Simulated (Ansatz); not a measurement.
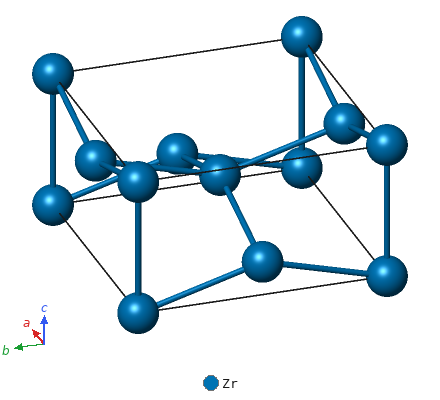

Zr (I4_1/amd, No. 141): the geometry relaxed with DFT PBE, scalar-relativistic, plane waves, PAW in Ansatz 0.2.0; the starting structure was generated, so it need not be a known form of this composition.

```
Zr
1.0
     5.54278    0.00000    0.00000
     0.00000    5.54278    0.00000
     0.00000    0.00000    3.06871
Zr
4
Direct
  0.00000 0.00000 0.00000
  0.00000 0.50000 0.25000
  0.50000 0.50000 0.50000
  0.50000 0.00000 0.75000
```

Q: What will a Z-contrast image along [100] show? Simulated incoherent Z contrast: every atom adds Z^1.7 spread by a probe of 0.50 Å full width; channelling and multiple scattering are left out. The probe carries 15 % of its weight in a tail 2.5 times as wide. The display is stretched by a gamma of 0.8; percentages refer to the linear signal.

A: The columns repeat on a centred rectangular net of 3.07 × 5.54 Å (plane group c2mm). All columns are alike (Zr). The shortest distance between visible columns is 0.77 Å in projection. Along the beam the structure repeats every 5.54 Å.

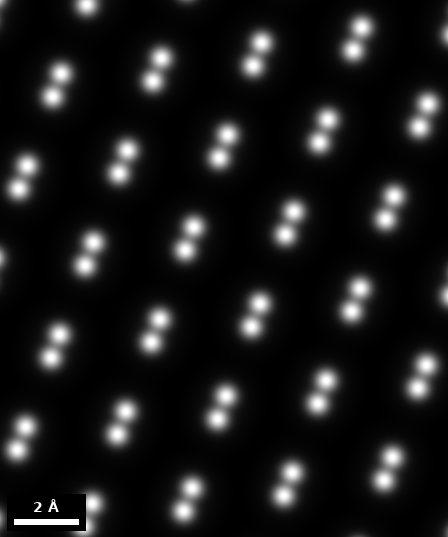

The simulated image.
